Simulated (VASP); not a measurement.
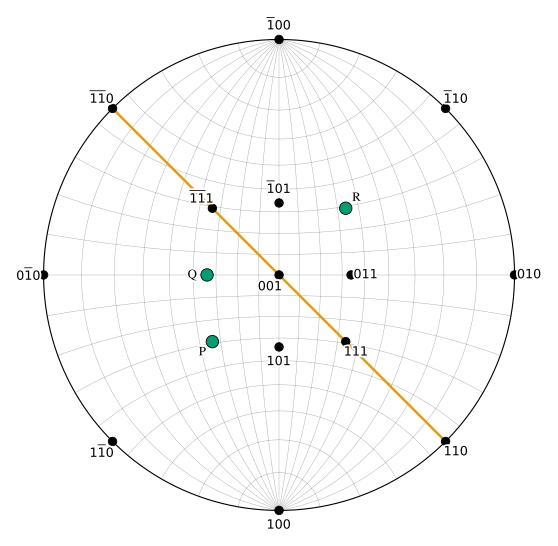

Stereographic projection of plane normals (upper hemisphere) centred on (0 0 1). Crystal: MnF2, the end point of a relaxation with VASP Kohn-Sham DFT of a periodic cell, AM05, VASP PAW PBE potentials, recommended in VASP 6.6.1. Geometry calculated from the standardised cell; symmetry tolerance 0.002 Å.

a = 4.895 Å, b = 4.895 Å, c = 3.302 Å, α = 90.00°, β = 90.00°, γ = 90.00°.

Question: Index the poles marked P, Q, R.

Answer: P is (1 −1 1), 43.6° from the centre; Q is (0 −1 1), 34.0° from the centre; R is (−1 1 1), 43.6° from the centre.

Question: Which zone does the coloured great circle trace?

Answer: The zone [1 −1 0]: its poles satisfy h − k = 0.

Question: What is the angle between the normals of (0 1 1) and (1 −1 1), and what are their d_hkl = 1/|g|?

Answer: 70.9°; d = 2.737 Å and 2.389 Å.
